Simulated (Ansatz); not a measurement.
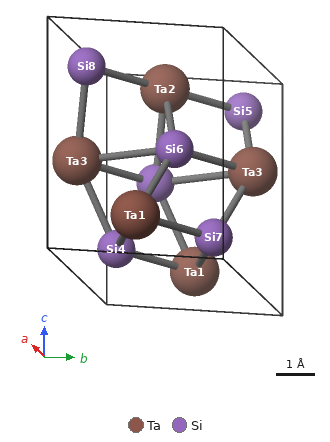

**Figure 1.** The structure of run A (ball-and-stick view of the cell of the calculation, seen at an oblique angle; atoms are numbered from 1 in the order of the input). An atom can appear more than once, as a periodic image.

# Two runs on TaSi₂

System: TaSi₂ (9 atoms in the cell).
Method of run A: Kohn-Sham DFT of a periodic cell, PBE, all-electron LAPW, scalar-relativistic, no spin polarisation (Ansatz 0.2.0).

The structure derives from an entry of the Crystallography Open Database. Text and figures count atoms from 1; the logs count them from 0 in places.

Input, run A:
```yaml
crystal:
  lattice:
    - [4.78, 0.0, 0.0]
    - [-2.39, 4.1396014301, 0.0]
    - [0.0, 0.0, 6.564]
  atoms:
    - { symbol: Ta, position: [0.0, 0.5, 0.1666666667] }
    - { symbol: Ta, position: [0.5, 0.5, 0.8333333333] }
    - { symbol: Ta, position: [0.5, 0.0, 0.5] }
    - { symbol: Si, position: [0.3333, 0.16665, 0.1666666667] }
    - { symbol: Si, position: [0.16665, 0.83335, 0.8333333333] }
    - { symbol: Si, position: [0.83335, 0.6667, 0.5] }
    - { symbol: Si, position: [0.6667, 0.83335, 0.1666666667] }
    - { symbol: Si, position: [0.83335, 0.16665, 0.8333333333] }
    - { symbol: Si, position: [0.16665, 0.3333, 0.5] }
kpoints:
  mp_grid: { grid: [6, 6, 3] }
scf:
  occupations: { method: fermi_dirac, width: 0.05 }
hamiltonian:
  xc: pbe
  pseudopotentials: { kind: all_electron, lapw: { basis_error: 0.002 } }
output:
  forces: true
  stress: true
relax:
  f_tol: 0.02
  max_steps: 60
  cell: {}
```

Launched with:
```bash
ansatz run input.yaml --threads 8 --pin off --max-ram 24576MiB --backend cpu --events-out ev --progress --plain --runs-dir out
```

Hardware: 8 threads of AMD EPYC (Zen 3), 189 GiB of memory available, shared host.

Output, shortened to warnings, some set-up lines, iterations and results (run A):
```
Basis set: ecut = 247.50607657262995 eV, 1133 PW (Γ), exchange–correlation at level 2
Symmetry: 12 space group operations
k-points: 14 of 108 (time reversal used)
Initial density: superposition of atomic densities (chi_scale 0.1, normalization cell, long waves kept (reshape's long-wave potential 0.00 eV rms))
[...]
SCF iter   1: F=—  HF=-1321065.545205 eV  |F-HF|=—  |Δ(HF+E_count)|=         —  Δρ=2.84e-2  dr2=7.06e-1  ethr=3.84e-4  ⟨swp⟩=2.3  Hψ=9848  notcnv=0
SCF iter   2: F=—  HF=-1321065.198571 eV  |F-HF|=—  |Δ(HF+E_count)|=   3.47e-1  Δρ=1.86e-2  dr2=4.99e-1  ethr=3.84e-4  ⟨swp⟩=2.1  Hψ=4607  notcnv=0
SCF iter   3: F=—  HF=-1321065.089395 eV  |F-HF|=—  |Δ(HF+E_count)|=   1.09e-1  Δρ=1.19e-2  dr2=1.71e-1  ethr=2.72e-4  ⟨swp⟩=2.0  Hψ=4589  notcnv=0
SCF iter   4: F=—  HF=-1321065.038506 eV  |F-HF|=—  |Δ(HF+E_count)|=   5.09e-2  Δρ=3.88e-3  dr2=2.15e-2  ethr=9.37e-5  ⟨swp⟩=2.0  Hψ=4401  notcnv=0
SCF iter   5: F=—  HF=-1321065.034995 eV  |F-HF|=—  |Δ(HF+E_count)|=         —  Δρ=1.58e-3  dr2=3.27e-3  ethr=1.17e-5  ⟨swp⟩=2.0  Hψ=4358  notcnv=0
[... 39 lines ...]
relax step   5: F+E_penalty+E_count = -1321065.19218127 eV  Δ(F+E_penalty+E_count) = -1.029e-5 eV  max|allowed force component| = 5.420e-4 eV/Å  Δτ_max = 0.0002 Å  P = +0.003 …
SCF iter   1: F=—  HF=-1321065.192187 eV  |F-HF|=—  |Δ(HF+E_count)|=         —  Δρ=3.48e-6  dr2=2.14e-8  ethr=1.86e-11 (applied; sched 1.17e-11)  ⟨swp⟩=3.8  Hψ=7506  notcnv=0
SCF iter   2: F=-1321065.192187 eV  HF=-1321065.192187 eV  |F-HF|=1.77e-8  |Δ(HF+E_count)|=   2.45e-7  Δρ=2.53e-6  dr2=1.18e-8  ethr=1.38e-11 (applied; sched 1.17e-11)  …
SCF 6 converged in 2 iterations: F = -1321065.192187 eV  dr2 = 1.18e-8
relax step   6: F+E_penalty+E_count = -1321065.19218736 eV  Δ(F+E_penalty+E_count) = -6.093e-6 eV  max|allowed force component| = 5.505e-4 eV/Å  Δτ_max = 0.0000 Å  P = +0.003 …
basis re-selected at this cell: Δ(F+E_penalty+E_count) = -6.093e-6 eV, ΔP = -0.000 GPa vs the last step (what re-selecting the basis moved, after the strain that the cell walked since its last selection, with what the two solves' SCF thresholds leave and, on support functions, any second-order …
SCF converged after 2 iterations
Free energy (F): -1321065.192187 eV
Harris-Foulkes:  -1321065.192187 eV  (|F-HF|=1.77e-8)
Internal energy: -1321065.144143 eV  (E = F + TS)
E sigma→0 (E₀):  -1321065.168165 eV
Entropy (-TS):   -0.048044 eV (-5.338 meV/atom)
Fermi energy:    18.657338 eV
--- Per-component energies (eV) ---
  E_band       = -9992.207162
  E_kinetic    = 1469290.003682
  E_xc         = -29289.559630
  E_electrostatic = -2761065.588196  (all electrons and nuclei)
  E_smearing   = -0.048044  (= −TS)
  E_closure    = 0.000000  (closes the sum)
  E_atoms      = -1320999.249968  (free atoms, spherical and without spin; not in F)
  Σ components = -1321065.192187   (vs F -1321065.192187, Δ=0.00e0)
  Basis errors (estimates in eV, not in F): energy 6.8e-4 per atom: plane waves 6.2e-4 (3.4e-4 summed), levels above the bands 4.2e-52, relativity 4.7e-8, radial functions 6.3e-5, core shells 1.5e-6; eigenvalues (radial functions only) 8.3e-7; not estimated: angular momenta, meshes, grids; target …
--- Forces (eV/Å), atoms counted from 1 ---
  atom   1  Ta     0.00000000    -0.00000000     0.00000000
  atom   2  Ta     0.00000000    -0.00000000    -0.00000000
  atom   3  Ta     0.00000000     0.00000000    -0.00000000
  atom   4  Si     0.00047676     0.00027526    -0.00000000
  atom   5  Si     0.00047676    -0.00027526    -0.00000000
  atom   6  Si    -0.00000000    -0.00055052    -0.00000000
  atom   7  Si    -0.00047676    -0.00027526     0.00000000
  atom   8  Si    -0.00047676     0.00027526    -0.00000000
  atom   9  Si     0.00000000     0.00055052     0.00000000
  max |Σ_I F_I| component: 1.39e-17 eV/Å
--- Stress (GPa, compression-positive) ---
        0.004552      -0.000000       0.000000
       -0.000000       0.004552      -0.000000
        0.000000      -0.000000      -0.000033
  P = ⅓ Tr σ = 0.0030 GPa (0.030 kbar)
--- Relaxed structure (5 steps of the walk, 5 accepted, 1 SCFs on fresh bases) ---
[...]
```

For run B the input was changed thus:
```diff
-  xc: pbe
+  xc: lda
```

How does run B compare with run A?

The total energies belong to different methods, so their difference says nothing on which is more stable or more accurate. The volume per atom goes from 14.66 to 14.04 Å³. The functional changes from PBE to LDA. The SCF takes 33 iterations over all geometry steps against 37.

Output, shortened to warnings, some set-up lines, iterations and results (run B):
```
Basis set: ecut = 247.89896813124233 eV, 1133 PW (Γ), exchange–correlation at level 2
Symmetry: 12 space group operations
k-points: 14 of 108 (time reversal used)
Initial density: superposition of atomic densities (chi_scale 0.1, normalization cell, long waves kept (reshape's long-wave potential 0.00 eV rms))
[...]
SCF iter   1: F=—  HF=-1320155.526463 eV  |F-HF|=—  |Δ(HF+E_count)|=         —  Δρ=2.80e-2  dr2=7.03e-1  ethr=3.83e-4  ⟨swp⟩=2.1  Hψ=9844  notcnv=0
SCF iter   2: F=—  HF=-1320155.124665 eV  |F-HF|=—  |Δ(HF+E_count)|=   4.02e-1  Δρ=1.84e-2  dr2=5.05e-1  ethr=3.83e-4  ⟨swp⟩=2.1  Hψ=4607  notcnv=0
SCF iter   3: F=—  HF=-1320154.996457 eV  |F-HF|=—  |Δ(HF+E_count)|=   1.28e-1  Δρ=1.16e-2  dr2=1.67e-1  ethr=2.76e-4  ⟨swp⟩=2.0  Hψ=4598  notcnv=0
SCF iter   4: F=—  HF=-1320154.937565 eV  |F-HF|=—  |Δ(HF+E_count)|=   5.89e-2  Δρ=3.77e-3  dr2=2.07e-2  ethr=9.12e-5  ⟨swp⟩=2.0  Hψ=4439  notcnv=0
SCF iter   5: F=—  HF=-1320154.933762 eV  |F-HF|=—  |Δ(HF+E_count)|=   3.80e-3  Δρ=1.44e-3  dr2=2.77e-3  ethr=1.13e-5  ⟨swp⟩=2.0  Hψ=4357  notcnv=0
[... 33 lines ...]
relax step   4: F+E_penalty+E_count = -1320155.10615904 eV  Δ(F+E_penalty+E_count) = -3.934e-4 eV  max|allowed force component| = 7.159e-5 eV/Å  Δτ_max = 0.0013 Å  P = -0.032 …
SCF iter   1: F=—  HF=-1320155.106160 eV  |F-HF|=—  |Δ(HF+E_count)|=         —  Δρ=3.05e-6  dr2=1.17e-8  ethr=1.99e-11 (applied; sched 6.40e-12)  ⟨swp⟩=5.4  Hψ=10651  …
SCF iter   2: F=-1320155.106160 eV  HF=-1320155.106160 eV  |F-HF|=3.03e-9  |Δ(HF+E_count)|=   3.73e-9  Δρ=2.08e-6  dr2=5.75e-9  ethr=1.36e-11 (applied; sched 6.40e-12)  …
SCF 5 converged in 2 iterations: F = -1320155.106160 eV  dr2 = 5.75e-9
relax step   5: F+E_penalty+E_count = -1320155.10615987 eV  Δ(F+E_penalty+E_count) = -8.328e-7 eV  max|allowed force component| = 7.433e-5 eV/Å  Δτ_max = 0.0000 Å  P = -0.032 …
basis re-selected at this cell: Δ(F+E_penalty+E_count) = -8.328e-7 eV, ΔP = +0.000 GPa vs the last step (what re-selecting the basis moved, after the strain that the cell walked since its last selection, with what the two solves' SCF thresholds leave and, on support functions, any second-order …
SCF converged after 2 iterations
Free energy (F): -1320155.106160 eV
Harris-Foulkes:  -1320155.106160 eV  (|F-HF|=3.03e-9)
Internal energy: -1320155.058783 eV  (E = F + TS)
E sigma→0 (E₀):  -1320155.082471 eV
Entropy (-TS):   -0.047377 eV (-5.264 meV/atom)
Fermi energy:    19.272005 eV
--- Per-component energies (eV) ---
  E_band       = -9831.004607
  E_kinetic    = 1467874.323204
  E_xc         = -28371.540566
  E_electrostatic = -2759657.841421  (all electrons and nuclei)
  E_smearing   = -0.047377  (= −TS)
  E_closure    = 0.000000  (closes the sum)
  E_atoms      = -1320081.929207  (free atoms, spherical and without spin; not in F)
  Σ components = -1320155.106160   (vs F -1320155.106160, Δ=0.00e0)
  Basis errors (estimates in eV, not in F): energy 7.2e-4 per atom: plane waves 6.8e-4 (3.7e-4 summed), levels above the bands 1.2e-54, relativity 9.4e-9, radial functions 3.5e-5, core shells 2.3e-6; eigenvalues (radial functions only) 9.2e-7; not estimated: angular momenta, meshes, grids; target …
--- Forces (eV/Å), atoms counted from 1 ---
  atom   1  Ta     0.00000000    -0.00000000    -0.00000000
  atom   2  Ta    -0.00000000     0.00000000     0.00000000
  atom   3  Ta     0.00000000    -0.00000000     0.00000000
  atom   4  Si     0.00006438     0.00003717    -0.00000000
  atom   5  Si     0.00006438    -0.00003717     0.00000000
  atom   6  Si    -0.00000000    -0.00007433     0.00000000
  atom   7  Si    -0.00006438    -0.00003717    -0.00000000
  atom   8  Si    -0.00006438     0.00003717     0.00000000
  atom   9  Si     0.00000000     0.00007433    -0.00000000
  max |Σ_I F_I| component: 7.79e-18 eV/Å
--- Stress (GPa, compression-positive) ---
       -0.027622      -0.000000       0.000000
       -0.000000      -0.027622       0.000000
        0.000000       0.000000      -0.040872
  P = ⅓ Tr σ = -0.0320 GPa (-0.320 kbar)
--- Relaxed structure (4 steps of the walk, 4 accepted, 1 SCFs on fresh bases) ---
[...]
```

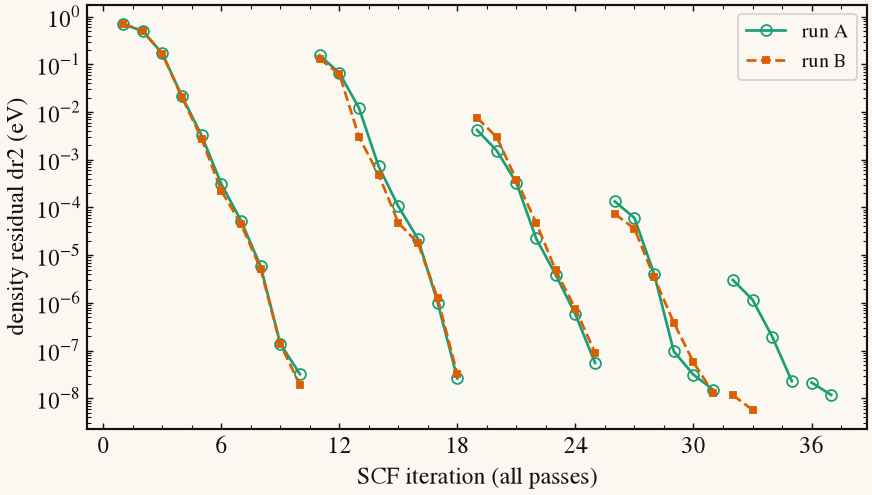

**Figure 2.** Convergence of the two runs: density residual dr2 against the SCF iteration. A break in a curve parts two SCF passes. Run A takes 37 iterations in all, and run B takes 33.

The two runs side by side:

| quantity | run A | run B |
| --- | --- | --- |
| outcome | converged | converged |
| free energy per atom (eV) | −146785.0214 | −146683.9007 |
| energy per atom, smearing taken to zero (eV) | −146785.0187 | −146683.8981 |
| pressure (GPa) | 0.00 | −0.03 |
| volume per atom (Å³) | 14.66 | 14.04 |
| largest force (eV/Å) | 0.001 | 0.000 |
| SCF iterations | 37 | 33 |
| irreducible k-points | 14 | 14 |
| wall time (shared host) | 2.5 min | 2.8 min |

For both runs: Points of doubt noted for this run: coarse mesh for a metal. Spin–orbit coupling is left out, which matters for Ta.
